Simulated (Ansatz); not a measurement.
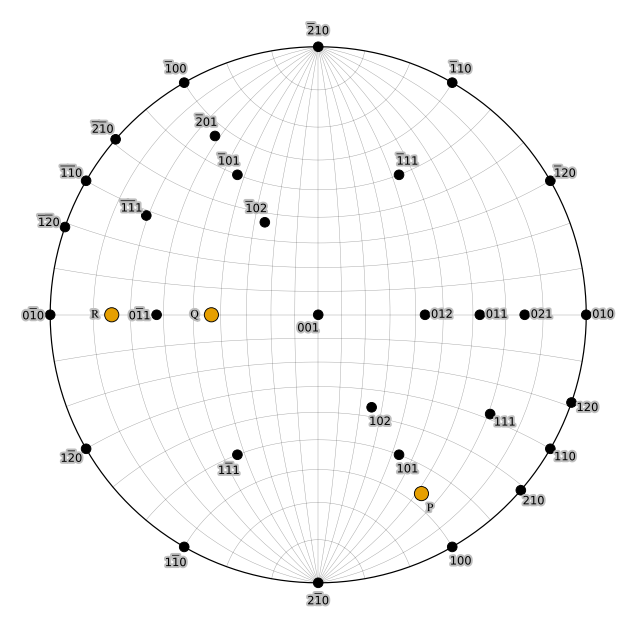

Crystal: SiC, the geometry relaxed with Ansatz 0.2.0, DFT, PBE, plane waves, PAW. Stereographic projection of plane normals (upper hemisphere) centred on (0 0 1). Symmetry computed with spglib at a tolerance of 0.002 Å; standard conventional cell.

a = 3.092 Å, b = 3.092 Å, c = 5.074 Å, α = 90.00°, β = 90.00°, γ = 120.00°.

> Index the poles marked P, Q, R.

P is (2 0 1), in four indices (2 0 −2 1), 75.2° from the centre; Q is (0 −1 2), in four indices (0 −1 1 2), 43.5° from the centre; R is (0 −2 1), in four indices (0 −2 2 1), 75.2° from the centre.

> What is the angle between the normals of (0 −1 2) and (2 1 0), and what are their d_hkl = 1/|g|?

121.3°; d = 1.842 Å and 1.012 Å.
